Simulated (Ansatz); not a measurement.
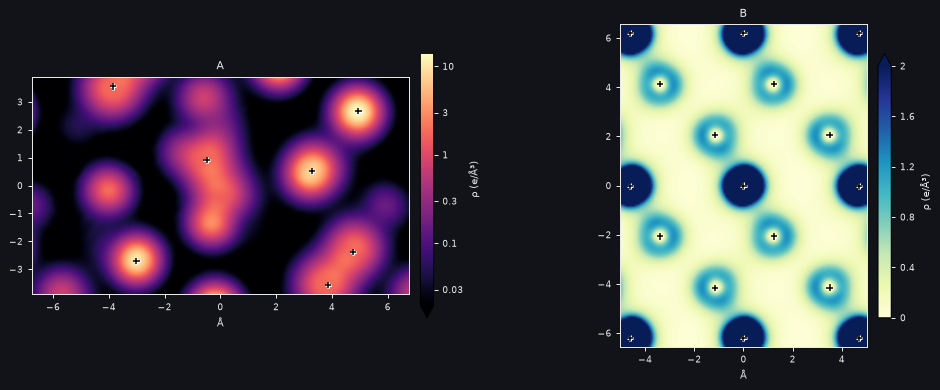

The valence charge density (pseudo) of 2 systems, each on a plane through atoms (crosses mark nuclei in the plane).

Method: Ansatz 0.2.0, DFT PBE+D3(BJ), scalar-relativistic, plane waves, PAW.

System 1: Pt8S15 (cell with a defect), the (110) plane of the calculation cell. 

```
CELL_PARAMETERS angstrom
3.58331 -6.20647 0.00000
3.58331 6.20647 0.00000
0.00000 0.00000 9.32455
ATOMIC_POSITIONS crystal
Pt 0.49912 0.00088 0.99589
Pt 0.50001 0.99999 0.50139
Pt 0.00177 0.00088 0.99589
Pt 0.99999 0.99999 0.50139
Pt 0.49912 0.49823 0.99589
Pt 0.50001 0.50001 0.50139
Pt 0.00000 0.50000 0.99866
Pt 0.00000 0.50000 0.50205
S 0.33333 0.16667 0.63080
S 0.83273 0.16547 0.12754
S 0.83264 0.16529 0.63081
S 0.33453 0.66727 0.12754
S 0.33471 0.66736 0.63081
S 0.83273 0.66727 0.12754
S 0.83264 0.66736 0.63081
S 0.66543 0.33272 0.37129
S 0.66205 0.33103 0.87315
S 0.16728 0.33272 0.37129
S 0.16897 0.33103 0.87315
S 0.66667 0.83333 0.37137
S 0.66667 0.83333 0.86755
S 0.16728 0.83457 0.37129
S 0.16897 0.83795 0.87315
```

System 2: C3OF2, the (111) plane of the conventional cell. Space group P2₁/c; changed on purpose from its base cell (volume × 1.03, shape and atoms relaxed).

```yaml
crystal:
  lattice:
    - [6.86449, 0.00000, -0.01591]
    - [0.00000, 5.46224, 0.00000]
    - [-2.71853, 0.00000, 8.51255]
  atoms:
    - { symbol: C, position: [0.71025, 0.96254, 0.08929] }
    - { symbol: C, position: [0.28975, 0.46254, 0.41071] }
    - { symbol: C, position: [0.28975, 0.03746, 0.91071] }
    - { symbol: C, position: [0.71025, 0.53746, 0.58929] }
    - { symbol: C, position: [0.66283, 0.15864, 0.99315] }
    - { symbol: C, position: [0.33717, 0.65864, 0.50685] }
    - { symbol: C, position: [0.33717, 0.84136, 0.00685] }
    - { symbol: C, position: [0.66283, 0.34136, 0.49315] }
    - { symbol: C, position: [0.55099, 0.78757, 0.10209] }
    - { symbol: C, position: [0.44901, 0.28757, 0.39791] }
    - { symbol: C, position: [0.44901, 0.21243, 0.89791] }
    - { symbol: C, position: [0.55099, 0.71243, 0.60209] }
    - { symbol: O, position: [0.59419, 0.60537, 0.18558] }
    - { symbol: O, position: [0.40581, 0.10537, 0.31442] }
    - { symbol: O, position: [0.40581, 0.39463, 0.81442] }
    - { symbol: O, position: [0.59419, 0.89463, 0.68558] }
    - { symbol: F, position: [0.90061, 0.91274, 0.17519] }
    - { symbol: F, position: [0.09939, 0.41274, 0.32481] }
    - { symbol: F, position: [0.09939, 0.08726, 0.82481] }
    - { symbol: F, position: [0.90061, 0.58726, 0.67519] }
    - { symbol: F, position: [0.80357, 0.31424, 0.97731] }
    - { symbol: F, position: [0.19643, 0.81424, 0.52269] }
    - { symbol: F, position: [0.19643, 0.68576, 0.02269] }
    - { symbol: F, position: [0.80357, 0.18576, 0.47731] }
```

Match each panel to its system.

Answer. Panel A is system 2, C3OF2: the plane holds C, O and F. Panel B is system 1, Pt8S15: the plane holds Pt and S. Pt–S (2.35 Å): ρ at the midpoint is about 0.72 e/Å³.
